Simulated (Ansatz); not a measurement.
## CuO: geometry relaxation (part 2 of 2)

CuO (Cccm, 4 atoms in the cell); DFT PBE, scalar-relativistic, plane waves, PAW, no spin polarisation (Ansatz 0.2.0); cutoff 420 eV, 14×14×8 k-mesh, Gaussian smearing of 0.1 eV. The structure derives from an entry of the Crystallography Open Database.

Geometry of the input (Å; fractional positions):
```
2.1091  -2.0487  0.1683
2.1091  2.0487  0.1683
-0.4109  0.0000  5.1403
Cu -0.0057  0.4943  0.0018
Cu 0.4943  -0.0057  0.5018
O  0.4943  0.4941  0.2519
O  0.4941  0.4943  0.7519
```

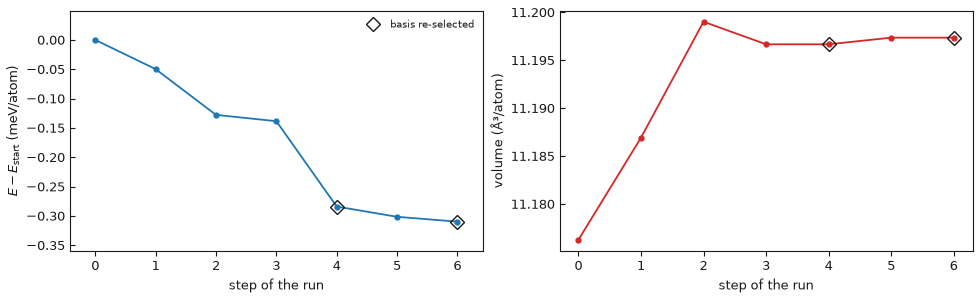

**Figure 1.** Progress of the relaxation, step by step (the first geometry is step 0 here and step 1 in the log).

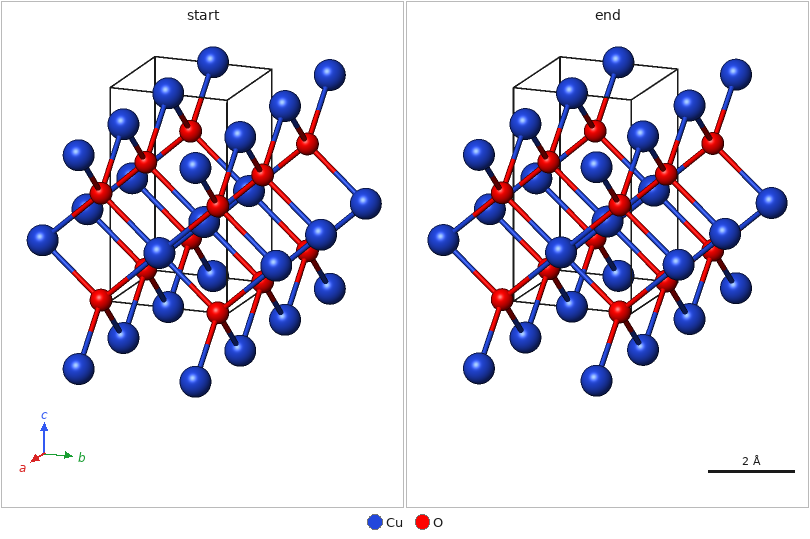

**Figure 2.** Before (left) and after (right) the relaxation, at one scale (ball-and-stick view of the cell of the calculation, repeated 3 × 2 × 1, seen slightly off an axis). No atom moves by more than 0.005 Å relative to the cell. The volume changes by +0.2 %, with a = b 2.945 → 2.949 Å (+0.1 %), c 5.157 → 5.151 Å (−0.1 %), γ 88.2° → 89.7°. The space group stays Cccm (No. 66). After 4 geometry steps the energy has fallen by 0.3 meV per atom. Largest force component: 0.0012 eV/Å at the start, under 0.0001 eV/Å at the end. The pressure goes from 0.14 to 0.00 GPa. 1 further SCF at an unchanged geometry re-selected the plane-wave basis for the new cell. The energy change given includes the shifts at the re-selections in mid-walk, which come without any move. A last SCF at the same geometry on a re-selected plane-wave basis shifts the energy by next to nothing (0.0 meV per atom).

```
basis re-selected at this cell: Δ(F+E_penalty+E_count) = -3.331e-5 eV, ΔP = +0.001 GPa vs the last step (what re-selecting the basis moved, of the pressure what is left beyond the Pulay correction that the steps carried, after the strain that the cell walked since its last selection, with what the two solves' SCF thresholds leave and, on support functions, any second-order correction that the steps lacked; it is no measure of the basis error at this ecutwfc). This SCF's stress stands 3.91e-2 GPa from its target on what of the cell is left free (relax.cell.stress_tol is 5.00e-2 GPa) and its largest allowed force component is 3.58e-5 eV/Å (relax.f_tol is 5.00e-3 eV/Å): within both
SCF converged after 6 iterations
Free energy (F): -14382.570349 eV
Harris-Foulkes:  -14382.570349 eV  (|F-HF|=1.09e-11)
Internal energy: -14382.557413 eV  (E = F + TS)
E sigma→0 (E₀):  -14382.563881 eV
Entropy (-TS):   -0.012936 eV (-3.234 meV/atom)
Fermi energy:    10.698665 eV
--- Per-component energies (eV) ---
  E_band       = -934.342354
  E_kinetic    = 941.021285
  E_local      = -10195.819950  (includes V_loc(G=0)·N_el)
  E_nonlocal   = 876.019193
  E_hartree    = 4412.923980
  E_xc         = -323.248388
  E_vxc        = -414.859266  (∫ρ·V_xc dr)
  E_paw        = -3637.432643  (= ΣΔE_a)
  E_vpaw       = -966.557320  (= ΣTr[D̂ρ^β])
  E_aug_tail   = 0.005522  (compensation charges beyond the density's cutoff)
  E_ewald      = -6456.026412
  E_smearing   = -0.012936  (= −TS)
  E_closure    = 0.000000  (closes the sum)
  Σ components = -14382.570349   (vs F -14382.570349, Δ=0.00e0)
--- Forces (eV/Å), atoms counted from 1 ---
  atom   1  Cu     0.00000000    -0.00000000     0.00000000
  atom   2  Cu     0.00000000    -0.00000000     0.00000000
  atom   3  O     -0.00000000     0.00003577     0.00000000
  atom   4  O      0.00000000    -0.00003577     0.00000000
  max |Σ_I F_I| component: 5.17e-26 eV/Å
--- Stress (GPa, compression-positive) ---
       -0.031113      -0.000000      -0.002218
       -0.000000       0.039086      -0.000000
       -0.002218      -0.000000      -0.000701
  P = ⅓ Tr σ = 0.0024 GPa (0.024 kbar)
--- Band table (eV; the first three rows and the last of 429) ---
  k-point 0: bands = ["-102.0050", "-102.0047", "-59.4992", "-59.4992", "-59.4652", "-59.4598", "-59.1618", "-59.1618", "-9.0809", "-7.7774", "2.6276", "5.2853", "5.2943", "6.9953", "7.2254", "7.2261", "7.4448", "7.7394", "8.2331", "8.3217", "8.3253", "8.3410", "8.4314", "8.8004", "11.3493", "11.3596", "12.0366", "16.7191", "17.8999", "23.7935"]
  k-point 1: bands = ["-102.0049", "-102.0047", "-59.4992", "-59.4992", "-59.4650", "-59.4601", "-59.1618", "-59.1618", "-9.0395", "-7.8382", "2.7811", "5.2908", "5.2992", "6.9895", "7.1459", "7.1461", "7.4278", "7.4454", "8.2886", "8.3445", "8.4279", "8.4486", "8.4525", "8.7621", "11.2824", "11.2924", "12.2593", "16.2177", "18.5354", "23.8440"]
  k-point 2: bands = ["-102.0049", "-102.0047", "-59.4992", "-59.4992", "-59.4644", "-59.4606", "-59.1618", "-59.1618", "-8.9189", "-8.0048", "3.2207", "5.3044", "5.3109", "6.5485", "6.9936", "6.9937", "7.1875", "7.4414", "8.3343", "8.3542", "8.4181", "8.6614", "8.7302", "8.7345", "11.1056", "11.1142", "12.7904", "15.4799", "19.6528", "23.9997"]
  k-point 428: bands = ["-102.0038", "-102.0038", "-59.5095", "-59.5095", "-59.4606", "-59.4606", "-59.1701", "-59.1701", "-7.7546", "-7.7546", "4.8880", "4.8880", "5.0159", "5.0159", "5.3235", "5.3235", "7.8301", "7.8301", "8.3580", "8.3580", "8.8022", "8.8022", "9.2841", "9.2841", "10.1756", "10.1756", "14.6473", "14.6473", "20.9827", "20.9827"]
--- Relaxed structure (5 steps of the walk, 5 accepted, 2 SCFs on fresh bases) ---
  F+E_penalty+E_count = -14382.57034942 eV   max|allowed force component| = 3.577e-5 eV/Å   (the final SCF, on the basis selected at the relaxed cell)
  cell:  # Å, volume = 44.7894 Å³
    - [2.0829974190316247, -2.0804492299003687, 0.16632751245781072]
    - [2.0829974190316247, 2.0804492299003687, 0.16632751245781072]
    - [-0.4102283221975744, -1.1740294472875184e-18, 5.134971728518673]
  atoms:
    - { symbol: Cu, position: [-0.005749999999999932, 0.4942500000000001, 0.0018500000000000044] }
    - { symbol: Cu, position: [0.49425, -0.005749999999999977, 0.5018499999999999] }
    - { symbol: O, position: [0.4942615503289521, 0.4942384496710482, 0.25184999999999996] }
    - { symbol: O, position: [0.49423844967104813, 0.494261550328952, 0.75185] }
```

## Trajectory as extended XYZ (Å, eV, eV/Å), 7 frames, from step=1 to step=7
```
4
Lattice="2.1091 -2.0487 0.1683 2.1091 2.0487 0.1683 -0.4109 0.0000 5.1403" Properties=species:S:1:pos:R:3:forces:R:3 step=1 energy=-14382.56911 pressure_GPa=0.14
Cu    1.0295    1.0244    0.0917    0.0000   0.0000   0.0000
Cu    0.8241   -1.0244    2.6619    0.0000   0.0000   0.0000
O     1.9814   -0.0004    1.4609    0.0000   0.0012   0.0000
O     1.7759    0.0004    4.0311    0.0000  -0.0012   0.0000
4
Lattice="2.1060 -2.0550 0.1681 2.1060 2.0550 0.1681 -0.4107 0.0000 5.1369" Properties=species:S:1:pos:R:3:forces:R:3 step=2 energy=-14382.56931 pressure_GPa=0.06
Cu    1.0280    1.0275    0.0916    0.0000   0.0000   0.0000
Cu    0.8227   -1.0275    2.6601    0.0000   0.0000   0.0000
O     1.9783   -0.0004    1.4599    0.0000   0.0010   0.0000
O     1.7730    0.0004    4.0283    0.0000  -0.0010   0.0000
4
Lattice="2.0883 -2.0748 0.1667 2.0883 2.0748 0.1667 -0.4104 0.0000 5.1367" Properties=species:S:1:pos:R:3:forces:R:3 step=3 energy=-14382.56962 pressure_GPa=-0.06
Cu    1.0194    1.0374    0.0909    0.0000   0.0000   0.0000
Cu    0.8141   -1.0374    2.6593    0.0000   0.0000   0.0000
O     1.9609   -0.0001    1.4585    0.0000   0.0002   0.0000
O     1.7557    0.0001    4.0268    0.0000  -0.0002   0.0000
4
Lattice="2.0889 -2.0741 0.1668 2.0889 2.0741 0.1668 -0.4103 0.0000 5.1357" Properties=species:S:1:pos:R:3:forces:R:3 step=4 energy=-14382.56966 pressure_GPa=-0.02
Cu    1.0197    1.0371    0.0910    0.0000   0.0000   0.0000
Cu    0.8145   -1.0371    2.6588    0.0000   0.0000   0.0000
O     1.9615   -0.0001    1.4583    0.0000   0.0002   0.0000
O     1.7564    0.0001    4.0262    0.0000  -0.0002   0.0000
4
Lattice="2.0889 -2.0741 0.1668 2.0889 2.0741 0.1668 -0.4103 0.0000 5.1357" Properties=species:S:1:pos:R:3:forces:R:3 step=5 energy=-14382.57025 pressure_GPa=-0.00
Cu    1.0197    1.0371    0.0910    0.0000   0.0000   0.0000
Cu    0.8145   -1.0371    2.6588    0.0000   0.0000   0.0000
O     1.9615   -0.0001    1.4583    0.0000   0.0002   0.0000
O     1.7564    0.0001    4.0262    0.0000  -0.0002   0.0000
4
Lattice="2.0830 -2.0804 0.1663 2.0830 2.0804 0.1663 -0.4102 0.0000 5.1350" Properties=species:S:1:pos:R:3:forces:R:3 step=6 energy=-14382.57032 pressure_GPa=0.00
Cu    1.0168    1.0402    0.0908    0.0000   0.0000   0.0000
Cu    0.8117   -1.0402    2.6582    0.0000   0.0000   0.0000
O     1.9557    0.0000    1.4577    0.0000   0.0000   0.0000
O     1.7506    0.0000    4.0251    0.0000   0.0000   0.0000
4
Lattice="2.0830 -2.0804 0.1663 2.0830 2.0804 0.1663 -0.4102 0.0000 5.1350" Properties=species:S:1:pos:R:3:forces:R:3 step=7 energy=-14382.57035 pressure_GPa=0.00
Cu    1.0168    1.0402    0.0908    0.0000   0.0000   0.0000
Cu    0.8117   -1.0402    2.6582    0.0000   0.0000   0.0000
O     1.9557    0.0000    1.4577    0.0000   0.0000   0.0000
O     1.7506    0.0000    4.0251    0.0000   0.0000   0.0000
```

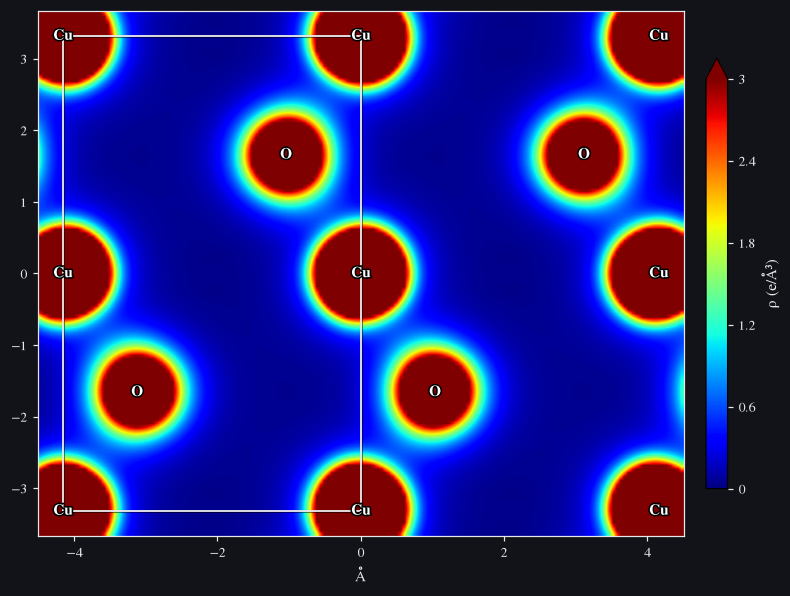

**Figure 3.** Valence electron density on the (011̄) plane of the conventional cell. Atoms in the plane: Cu and O. Cu–O (1.96 Å): the density is about 0.64 e/Å³ at the midpoint. Away from the nuclei the density in this plane falls to 0.03 e/Å³ at its lowest. In a PAW calculation such maps are meaningful between the atoms, not at the nuclei.

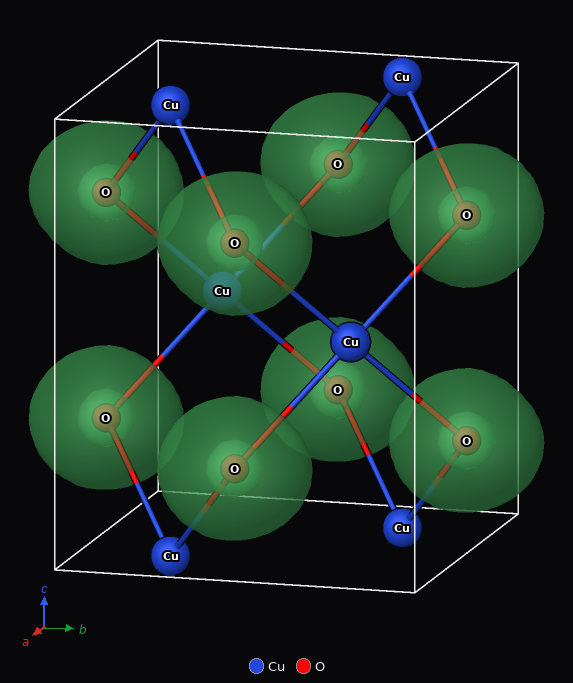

**Figure 4.** Isosurface of the electron localisation function at 0.65 (green), seen slightly off an axis. Only the valence region is drawn (cores and ρ < 0.01 e/Å³ removed). Sticks mark near contacts. The outline is the cell set on symmetry axes. Along the contacts the grid gives the following. Cu–O (1.96 Å): the ELF is about 0.20 at the midpoint; no shared pair; the contact is polar.

## Results in brief

- outcome: converged
- space group (tolerance 0.01 Å): Cccm (66)
- electrons treated: 50
- free energy: −14382.5703 eV
- Fermi energy: 10.699 eV
- gap on the k-point mesh: none (metallic)
- pressure: 0.00 GPa
- final volume: 44.79 Å³
- largest force (length of the vector) at the end: under 0.001 eV/Å
- final cell: a = 2.949 Å, b = 2.949 Å, c = 5.151 Å, α = 90.00°, β = 90.00°, γ = 89.75°
- wall time: 1.7 min (CPU time 3.4 min)
- peak memory: 0.67 GiB

## Remarks

Warnings of the run: the structure was made exactly symmetric. The run has no spin polarisation, so a magnetic state may lie lower.
